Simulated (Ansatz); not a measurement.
Single-point calculation of GaN (part 2 of 2)

The same run, continued: GaN (slab, 24 atoms in the cell); DFT PBE, scalar-relativistic, plane waves, PAW, no spin polarisation (Ansatz 0.2.0); cutoff 420 eV, 9×9×1 k-mesh, Gaussian smearing of 0.1 eV. The structure derives from an entry of the Crystallography Open Database. It belongs to a series of runs on one base structure; here: the substrate alone at its places in the stack.

Geometry of the input (Å; fractional positions):
```
5.5745  0.0000  0.0000
-2.7872  4.8276  0.0000
0.0000  0.0000  30.7336
N  0.6667  0.6667  0.2547
N  0.3333  0.0000  0.2547
N  -0.0000  0.3333  0.2545
Ga 0.3332  0.3333  0.2657
Ga 0.0000  0.6665  0.2657
Ga 0.6668  0.0001  0.2657
N  0.3329  0.3333  0.3341
N  0.0000  0.6663  0.3341
N  0.6671  0.0004  0.3341
Ga 0.6667  0.6667  0.3518
Ga 0.3333  0.0000  0.3518
Ga -0.0000  0.3333  0.3521
N  0.6667  0.6667  0.4178
N  0.3333  0.0000  0.4178
N  -0.0000  0.3333  0.4184
Ga 0.3351  0.3334  0.4374
Ga -0.0000  0.6684  0.4374
Ga 0.6649  -0.0018  0.4374
N  0.3353  0.3334  0.5030
N  -0.0000  0.6686  0.5030
N  0.6647  -0.0020  0.5030
Ga 0.6667  0.6667  0.5258
Ga 0.3333  0.0000  0.5258
Ga -0.0000  0.3333  0.5218
```

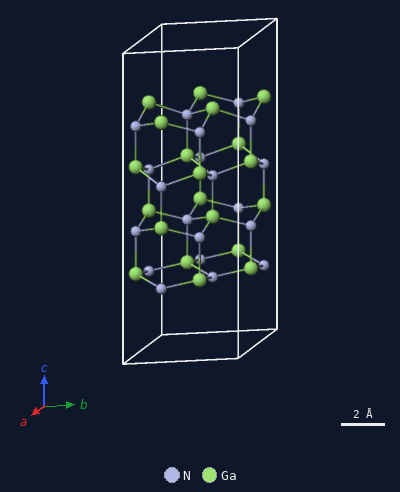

Figure 1. The input geometry (ball-and-stick view of the cell of the calculation, with the vacuum cut short, seen slightly off an axis).

Output, continued:
```
  k-point 0: bands = ["-17.0264", "-16.6192", "-16.6192", "-16.2693", "-15.8032", "-15.7770", "-15.5779", "-15.5779", "-15.5386", "-15.5004", "-15.4744", "-15.4744", "-15.2986", "-15.2986", "-15.2355", "-15.1885", "-15.1885", "-15.1802", "-15.1607", "-15.1607", "-14.9638", "-14.9638", "-14.8025", "-14.5858", "-14.5858", "-14.5451", "-14.5451", "-14.4661", "-14.4661", "-14.3902", "-14.3892", "-14.3259", "-14.3259", "-14.3140", "-14.3140", "-14.2697", "-14.2694", "-14.0549", "-13.6845", "-13.6845", "-13.6681", "-13.6670", "-13.5789", "-13.5789", "-13.5139", "-13.5139", "-13.4404", "-13.4404", "-13.4367", "-13.4367", "-13.2389", "-13.2389", "-13.1016", "-13.0435", "-13.0435", "-12.9532", "-12.9532", "-12.8565", "-12.8565", "-12.8395", "-12.8392", "-12.7467", "-12.7467", "-12.7447", "-12.7447", "-12.3836", "-12.3817", "-11.9104", "-11.5919", "-11.5919", "-10.7935", "-10.7935", "-7.4135", "-7.2530", "-7.2312", "-6.8243", "-6.8243", "-6.0836", "-6.0836", "-5.9652", "-5.9633", "-5.3823", "-5.3823", "-5.1374", "-5.0988", "-5.0988", "-4.2971", "-4.2971", "-3.7613", "-3.7613", "-3.2866", "-3.2866", "-3.1029", "-2.8252", "-2.8123", "-2.3551", "-2.3551", "-1.5930", "-1.5930", "-1.4958", "-1.4958", "-1.1238", "-0.7172", "-0.7172", "-0.0536", "0.0030", "0.0073", "0.0402", "0.0402", "0.9726", "1.0419", "2.2054", "2.7197", "3.4946", "3.9045", "3.9382", "3.9382", "4.3287", "4.7324", "5.1768", "5.1768", "5.8067", "5.8067", "5.9289", "6.1465", "6.2589", "6.4484", "6.9802", "7.1345", "7.1345", "7.2659", "7.2659"]
  k-point 1: bands = ["-17.0015", "-16.6235", "-16.6222", "-16.2448", "-15.8084", "-15.7819", "-15.5785", "-15.5769", "-15.5483", "-15.4738", "-15.4704", "-15.4628", "-15.2993", "-15.2989", "-15.2372", "-15.1956", "-15.1916", "-15.1606", "-15.1550", "-15.1525", "-14.9701", "-14.9692", "-14.7784", "-14.5928", "-14.5911", "-14.5399", "-14.5377", "-14.4652", "-14.4642", "-14.3958", "-14.3929", "-14.3333", "-14.3258", "-14.3113", "-14.3077", "-14.2776", "-14.2766", "-14.0323", "-13.6782", "-13.6762", "-13.6760", "-13.6733", "-13.5787", "-13.5776", "-13.5191", "-13.5165", "-13.4472", "-13.4401", "-13.4341", "-13.4309", "-13.3000", "-13.2818", "-13.0929", "-13.0340", "-13.0249", "-12.9585", "-12.9560", "-12.8594", "-12.8586", "-12.8382", "-12.8372", "-12.7492", "-12.7451", "-12.7443", "-12.7426", "-12.4357", "-12.4221", "-11.8881", "-11.6506", "-11.6359", "-10.8355", "-10.8320", "-7.4678", "-7.3223", "-7.1878", "-6.8820", "-6.8396", "-6.0602", "-6.0352", "-5.8172", "-5.7983", "-5.4164", "-5.3707", "-5.1177", "-4.8814", "-4.8714", "-4.1052", "-4.0782", "-3.8683", "-3.8313", "-3.1948", "-3.1149", "-3.0854", "-2.8032", "-2.7879", "-2.5525", "-2.4259", "-1.8124", "-1.6093", "-1.6087", "-1.5655", "-1.2970", "-0.7912", "-0.6514", "-0.3560", "-0.0285", "0.0023", "0.0082", "0.0578", "0.8844", "0.9604", "2.4049", "2.9486", "3.7289", "3.9476", "4.0043", "4.0521", "4.5357", "4.8125", "4.9766", "5.0066", "5.9380", "6.0030", "6.0177", "6.2026", "6.2355", "6.3550", "6.8923", "7.0060", "7.0373", "7.2023", "7.2203"]
  k-point 2: bands = ["-16.9348", "-16.6366", "-16.6307", "-16.1773", "-15.8238", "-15.7960", "-15.5815", "-15.5754", "-15.5630", "-15.4602", "-15.4409", "-15.3990", "-15.3005", "-15.2974", "-15.2416", "-15.2058", "-15.1970", "-15.1456", "-15.1378", "-15.1032", "-14.9907", "-14.9826", "-14.7113", "-14.6171", "-14.6040", "-14.5254", "-14.5116", "-14.4642", "-14.4581", "-14.4109", "-14.3962", "-14.3501", "-14.3245", "-14.3114", "-14.3030", "-14.2946", "-14.2905", "-13.9711", "-13.7140", "-13.6874", "-13.6610", "-13.6455", "-13.5808", "-13.5728", "-13.5322", "-13.5184", "-13.4815", "-13.4645", "-13.4395", "-13.4308", "-13.4144", "-13.3679", "-13.0775", "-13.0075", "-12.9779", "-12.9602", "-12.9587", "-12.8668", "-12.8616", "-12.8372", "-12.8325", "-12.7599", "-12.7457", "-12.7436", "-12.7312", "-12.5988", "-12.5065", "-11.8308", "-11.8205", "-11.7297", "-10.9560", "-10.9242", "-7.6335", "-7.2935", "-7.0532", "-7.0196", "-6.7484", "-6.2113", "-5.9616", "-5.5128", "-5.3440", "-5.2154", "-5.1656", "-5.0926", "-4.4032", "-4.3943", "-4.1332", "-3.8782", "-3.6516", "-3.5927", "-3.5231", "-2.9595", "-2.7940", "-2.7815", "-2.7010", "-2.6473", "-2.5534", "-2.3372", "-1.8806", "-1.7463", "-1.6444", "-1.6269", "-1.1112", "-0.9183", "-0.4441", "-0.2409", "-0.0136", "0.0129", "0.0651", "0.6729", "0.7756", "2.8585", "3.4563", "3.6617", "4.2292", "4.3388", "4.3468", "4.7725", "4.9797", "5.0117", "5.0926", "5.4860", "5.8038", "6.1400", "6.1958", "6.4652", "6.4722", "6.6991", "6.7870", "6.9344", "6.9480", "7.0512"]
  k-point 14: bands = ["-16.7028", "-16.7026", "-16.6868", "-15.9130", "-15.9121", "-15.8686", "-15.5995", "-15.5724", "-15.5723", "-15.4112", "-15.4102", "-15.2833", "-15.2762", "-15.2740", "-15.2391", "-15.1632", "-15.1603", "-15.1095", "-15.0886", "-15.0886", "-15.0866", "-14.7538", "-14.7532", "-14.7268", "-14.4445", "-14.4435", "-14.4435", "-14.4362", "-14.4331", "-14.4331", "-14.4144", "-14.4131", "-14.4131", "-14.2921", "-14.2905", "-14.2904", "-14.0904", "-14.0896", "-14.0895", "-13.7195", "-13.7192", "-13.7120", "-13.5669", "-13.5669", "-13.5632", "-13.5489", "-13.5489", "-13.5465", "-13.4137", "-13.4136", "-13.4111", "-13.1765", "-13.1764", "-13.1715", "-12.9537", "-12.9537", "-12.9532", "-12.8730", "-12.8730", "-12.8724", "-12.8418", "-12.8418", "-12.8414", "-12.7338", "-12.7336", "-12.7336", "-12.3513", "-12.3475", "-12.3474", "-11.3407", "-11.3376", "-11.3376", "-7.0273", "-6.9968", "-6.9964", "-6.4294", "-6.3796", "-6.3795", "-5.5393", "-5.5254", "-5.5251", "-4.8237", "-4.8037", "-4.8035", "-4.3672", "-4.3645", "-4.3645", "-3.5015", "-3.5007", "-3.4221", "-3.2276", "-3.2272", "-3.2139", "-2.5925", "-2.5924", "-2.5907", "-1.8644", "-1.8628", "-1.8627", "-1.7820", "-1.7756", "-1.7755", "-1.0655", "-1.0655", "-1.0651", "-0.0926", "-0.0924", "-0.0725", "0.1171", "0.1180", "0.2841", "3.1794", "3.3043", "3.3051", "4.3784", "4.3906", "4.3907", "5.0020", "5.0448", "5.0452", "5.2670", "5.2927", "5.2931", "5.7850", "5.7966", "5.7969", "6.2835", "6.3386", "6.3390", "6.3791", "6.4219", "6.4227"]
```

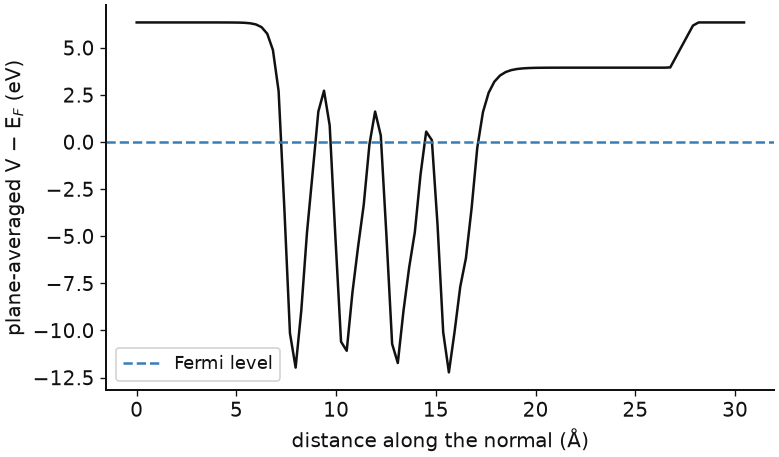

Figure 2. Plane average of the electrostatic potential energy of an electron across the cell, from the Fermi level. The vacuum level lies 3.95 eV above the Fermi level on the upper side and 6.35 eV on the lower.

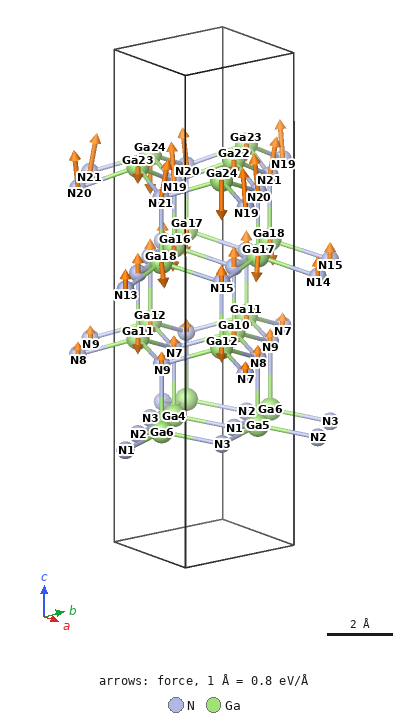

Figure 3. Forces on the atoms as orange arrows (ball-and-stick view of the cell of the calculation, with the vacuum cut short, seen slightly off an axis; bonded neighbours outside the cell are drawn too; atoms are numbered from 1 in the order of the input); the smallest are left out. The largest act on Ga24 (1.00 eV/Å); N19, N20, N21 (0.99 eV/Å); Ga16, Ga17, Ga18 (0.66 eV/Å); N13, N14 (0.51 eV/Å), among others. The geometry is not a stationary point of this energy.

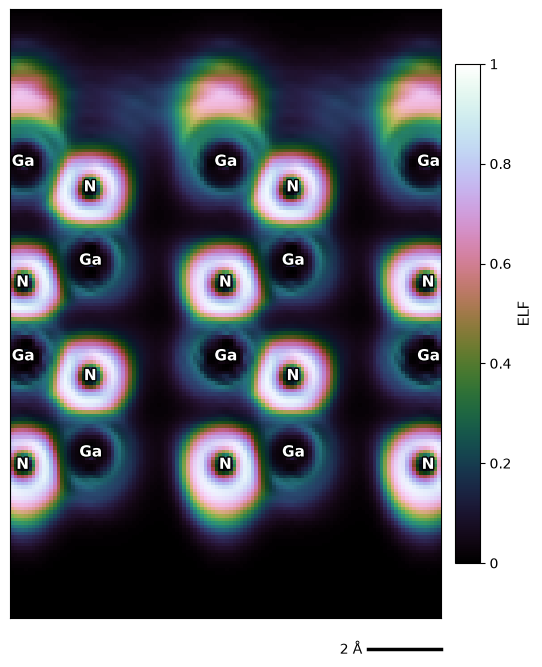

Figure 4. Electron localisation function on the (010) plane of the calculation cell, a cut from vacuum to vacuum. Ga–N (1.89 Å): the ELF is about 0.50 at the midpoint. Ga–N (1.94 Å): the ELF is about 0.50 at the midpoint. Ga–N (1.98 Å): the ELF is about 0.45 at the midpoint. Ga–N (2.03 Å): the ELF is about 0.45 at the midpoint. Ga–N (2.10 Å): the ELF is about 0.35 at the midpoint; no shared pair; the contact is polar. The fields are those of the smooth PAW valence density.

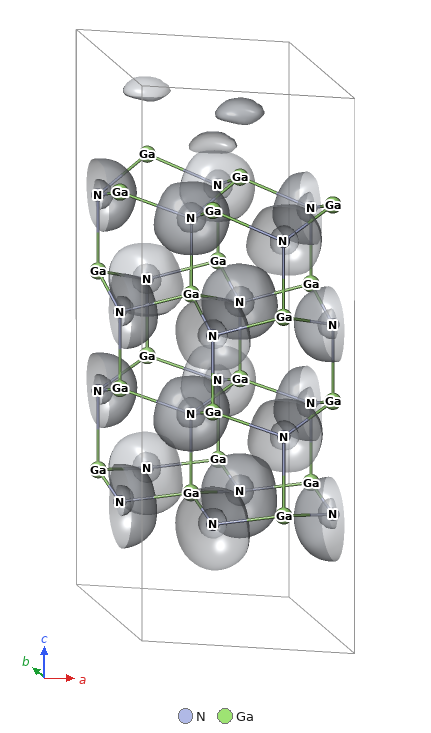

Figure 5. Isosurface of the electron localisation function at 0.6 (grey), seen slightly off an axis. Core shells and regions of very low density are left out. Sticks mark near contacts. Counts are for one cell; the picture repeats the cell along the surface. Along the contacts the grid gives the following. Ga–N (1.89 Å): the ELF is about 0.50 at the midpoint. Ga–N (1.94 Å): the ELF is about 0.50 at the midpoint.

Results in brief:

| quantity | value |
| --- | --- |
| outcome | converged |
| electrons treated | 216 |
| free energy | −50005.9938 eV |
| work function, top face | 3.95 eV |
| work function, bottom face | 6.35 eV |
| Fermi energy | 0.033 eV |
| gap on the k-point mesh | none (metallic) |
| work function (upper face) | 3.95 eV |
| largest force (length of the vector) | 1.003 eV/Å |
| wall time | 16 s (CPU time 2.1 min) |
| peak memory | 4.3 GiB |

The program warns: the exchange-correlation potential is rough where the density is thin.
